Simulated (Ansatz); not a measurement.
**Si16O31 (charge +1): field-gradient calculation (part 1 of 4)**

Si16O31 (defect cell, 47 atoms in the cell, total charge +1), computed with DFT, PBE, plane waves, PAW, spin-polarised (Ansatz 0.2.0).

The structure derives from an entry of the Crystallography Open Database.

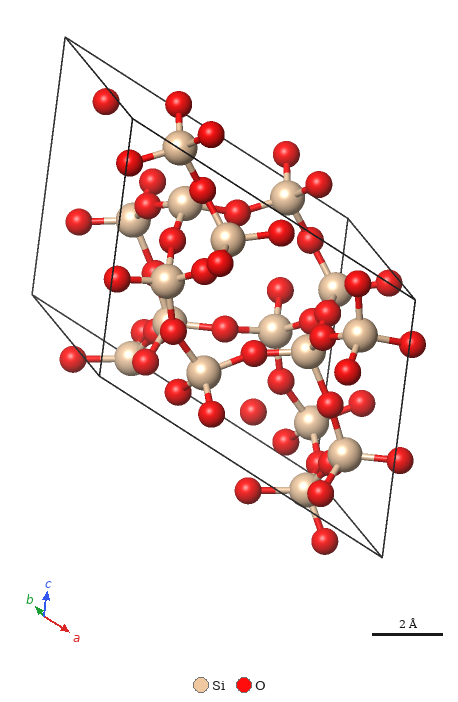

*The structure as given in the input (ball-and-stick view of the reduced cell, seen slightly off an axis; bonded neighbours outside the cell are drawn too).*

Near neighbours in the crystal (not all of them lie inside the picture): Si has 4 O at 1.55 to 1.70 Å; Si has 3 O at 1.55 to 1.70 Å; O has 2 Si at 1.55 to 1.70 Å.

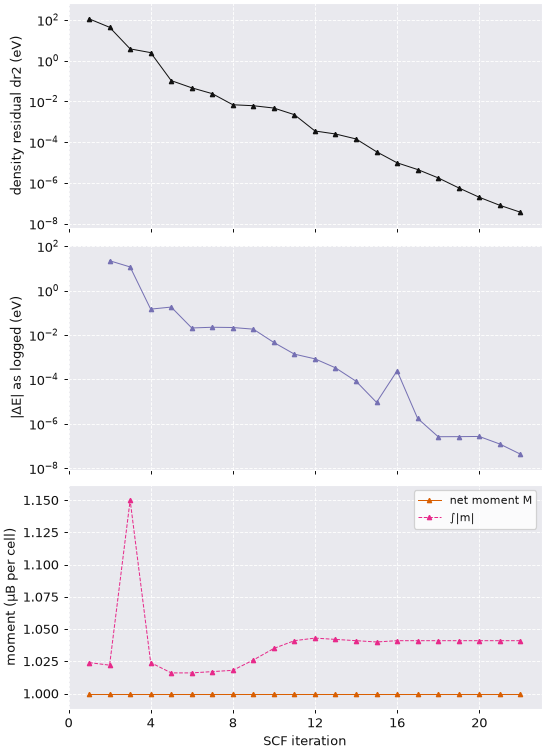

*Convergence of the self-consistent field: density residual dr2, size of the energy change and magnetic moment against the SCF iteration.*

The residual falls at every step. The net moment stays at 1.0 μB per cell.

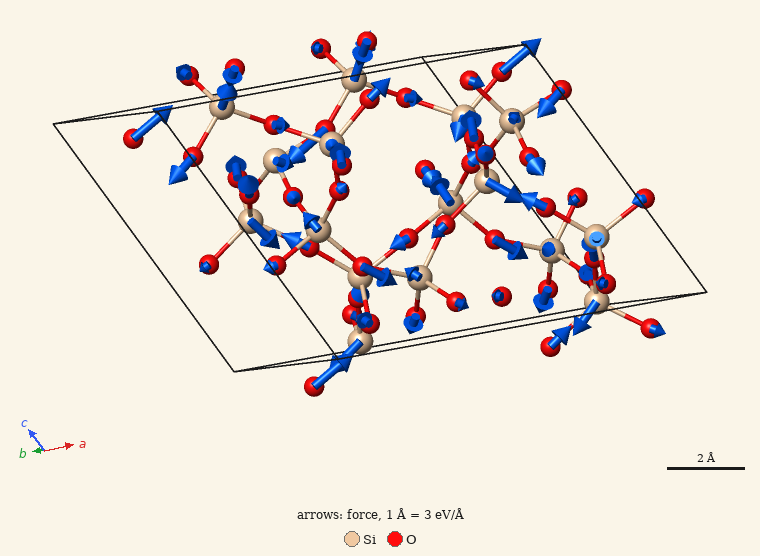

*Forces on the atoms as blue arrows (ball-and-stick view of the reduced cell, seen at an oblique angle; bonded neighbours outside the cell are drawn too).*

The largest act on O27 (4.59 eV/Å); Si5 (4.49 eV/Å); O20 (4.13 eV/Å); O32 (3.82 eV/Å), among others. Atoms are counted from 1 in the order of the input and aren't labelled in the picture. The geometry is not a stationary point of this energy.

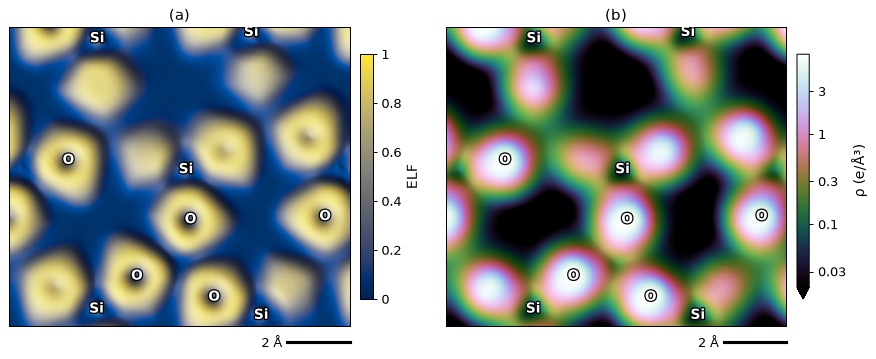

*(a) ELF; (b) valence charge density (pseudo) on the (111) plane of the calculation cell.*

The plane passes through Si and O nuclei. Si–O (1.61 Å): ρ at the midpoint is about 1.3 e/Å³; the ELF peaks at about 0.85 between the atoms (a shared but strongly polarised pair). Si–O (1.66 Å): ρ at the midpoint is about 1.1 e/Å³; the ELF peaks at about 0.85 between the atoms (a polar covalent bond). The density dies away to nearly zero in the voids. Core electrons are frozen (PAW), so the fields are smoothed inside the atomic spheres.

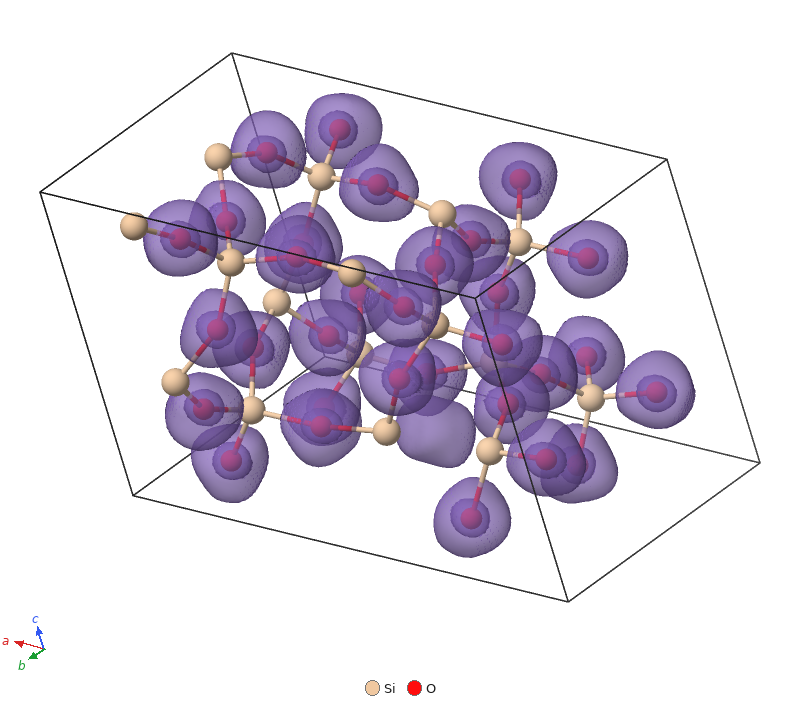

*Isosurface of the ELF at 0.75 (purple), seen at an oblique angle. Only the valence region is drawn (cores and ρ < 0.01 e/Å³ removed). Sticks mark near contacts. The outline is the calculation cell.*

Profiles from the grid: Si–O (1.55 Å): the ELF peaks at about 0.85 between the atoms, which marks a polar covalent bond.

The input that produced these results follows, with the program's output.

### The input
```yaml
crystal:
  lattice:
    - [0.0, 7.22, 7.3]
    - [7.09, 0.0, 7.3]
    - [7.09, 7.22, 0.0]
  atoms:
    - { symbol: Si, position: [0.233, 0.235, 0.24] }
    - { symbol: Si, position: [0.733, 0.735, 0.74] }
    - { symbol: Si, position: [0.735, 0.233, 0.792] }
    - { symbol: Si, position: [0.235, 0.733, 0.292], spin: 0.5 }
    - { symbol: Si, position: [0.24, 0.792, 0.733] }
    - { symbol: Si, position: [0.74, 0.292, 0.233] }
    - { symbol: Si, position: [0.792, 0.74, 0.235] }
    - { symbol: Si, position: [0.292, 0.24, 0.735] }
    - { symbol: Si, position: [0.3735, 0.3605, 0.3675] }
    - { symbol: Si, position: [0.8735, 0.8605, 0.8675] }
    - { symbol: Si, position: [0.8605, 0.3735, 0.3985] }
    - { symbol: Si, position: [0.3605, 0.8735, 0.8985] }
    - { symbol: Si, position: [0.3675, 0.3985, 0.8735] }
    - { symbol: Si, position: [0.8675, 0.8985, 0.3735] }
    - { symbol: Si, position: [0.3985, 0.8675, 0.3605], spin: 0.5 }
    - { symbol: Si, position: [0.8985, 0.3675, 0.8605] }
    - { symbol: O, position: [0.311, 0.287, 0.314] }
    - { symbol: O, position: [0.811, 0.787, 0.814] }
    - { symbol: O, position: [0.787, 0.311, 0.588] }
    - { symbol: O, position: [0.287, 0.811, 0.088] }
    - { symbol: O, position: [0.314, 0.588, 0.811] }
    - { symbol: O, position: [0.814, 0.088, 0.311] }
    - { symbol: O, position: [0.588, 0.814, 0.287] }
    - { symbol: O, position: [0.088, 0.314, 0.787] }
    - { symbol: O, position: [0.3555, 0.3335, 0.7595] }
    - { symbol: O, position: [0.8555, 0.8335, 0.2595] }
    - { symbol: O, position: [0.3335, 0.8555, 0.5515] }
    - { symbol: O, position: [0.8335, 0.3555, 0.0515] }
    - { symbol: O, position: [0.2595, 0.5515, 0.3555] }
    - { symbol: O, position: [0.7595, 0.0515, 0.8555] }
    - { symbol: O, position: [0.0515, 0.2595, 0.3335] }
    - { symbol: O, position: [0.5515, 0.7595, 0.8335] }
    - { symbol: O, position: [0.8385, 0.2575, 0.8465] }
    - { symbol: O, position: [0.2575, 0.3385, 0.0575] }
    - { symbol: O, position: [0.7575, 0.8385, 0.5575] }
    - { symbol: O, position: [0.8465, 0.5575, 0.3385] }
    - { symbol: O, position: [0.3465, 0.0575, 0.8385] }
    - { symbol: O, position: [0.5575, 0.3465, 0.2575] }
    - { symbol: O, position: [0.0575, 0.8465, 0.7575] }
    - { symbol: O, position: [0.7595, 0.3695, 0.3205] }
    - { symbol: O, position: [0.2595, 0.8695, 0.8205] }
    - { symbol: O, position: [0.3695, 0.2595, 0.5505] }
    - { symbol: O, position: [0.8695, 0.7595, 0.0505] }
    - { symbol: O, position: [0.3205, 0.0505, 0.2595] }
    - { symbol: O, position: [0.8205, 0.5505, 0.7595] }
    - { symbol: O, position: [0.5505, 0.3205, 0.8695] }
    - { symbol: O, position: [0.0505, 0.8205, 0.3695] }
magnetization:
  spin_polarized: true
total_charge: 1
kpoints:
  mp_grid: { grid: [2, 2, 2] }
scf:
  occupations: { method: cold, width: 0.001 }
  mixing: { algorithm: anderson, beta: 0.2, ndim: 2 }
hamiltonian:
  xc: pbe
  pseudopotentials: { kind: paw }
output:
  forces: true
  stress: true
  populations: true
  efg: { quadrupole_moments_barn: { O: -0.02558 }, contact_densities: true }
  write_density: true
  write_potential: true
  elf: true
  volumetric_format: npy
accuracy: medium
```

Command:
```bash
ansatz run input.yaml --threads 4 --pin off --max-ram 8192MiB --backend cpu --events-out ev --progress --plain --runs-dir out
```

### Output
```
Engine: ansatz 0.2.0, x86_64-unknown-linux-gnu
Pseudopotentials: kind: paw
Pseudopotential: Si, paw, valence charge 4, recommended cutoff 420 eV (normal), Si.paw.azcp
Pseudopotential: O, paw, valence charge 6, recommended cutoff 420 eV (normal), O.paw.azcp
Functional definition: PBE
  parameter kappa = 0.804
  parameter beta = 0.06672455060314922
  exchange = pbe_x(kappa = kappa, mu = beta*pi^2/3)
  correlation = pbe_c(beta = beta)
Crystal: 47 atoms, lattice volume = 747.371 Å³
Basis set: ecut = 420 eV, 14611 PW (Γ), exchange–correlation on 144×144×144 points (8 copies of the dense FFT grid, shifted against one another)
Bands: 172, of which v1, the nominal top of the filled ones, is band 125 counted from 1 (124 counted from 0)
Symmetry: 1 space group operations
Space group: P1 (ITA 1), of the structure as read, at distance tolerance 9.1e-5 Å
Magnetic group: BNS 1.1 (UNI 1), of the structure as read, at distance tolerance 9.1e-5 Å
k-points: 8
Non-local potential: Si, projectors of the file, l = 0: 2, l = 1: 2, l = 2: 2
Non-local potential: O, projectors of the file, l = 0: 2, l = 1: 2, l = 2: 1
PAW form: soft (Blöchl's): semilocal exchange-correlation on the pseudo side does not see the compensation charge
PAW one-centre angular grid: Si, 110 points (default); XC on 64 Gauss nodes
PAW one-centre angular grid: O, 110 points (default); XC on 64 Gauss nodes
Initial density: superposition of atomic densities (chi_scale 0.1, normalization cell, long waves kept (reshape's long-wave potential 0.18 eV rms))
Starting moments: Σ|m| = 1 μB on 2 of 47 sites
Initial wavefunctions: pseudopotential atomic-orbital guess
Functional: x = pbe(κ = 0.804, μ = 0.2195149727645171), c = pbe(β = 0.06672455060314922)
```
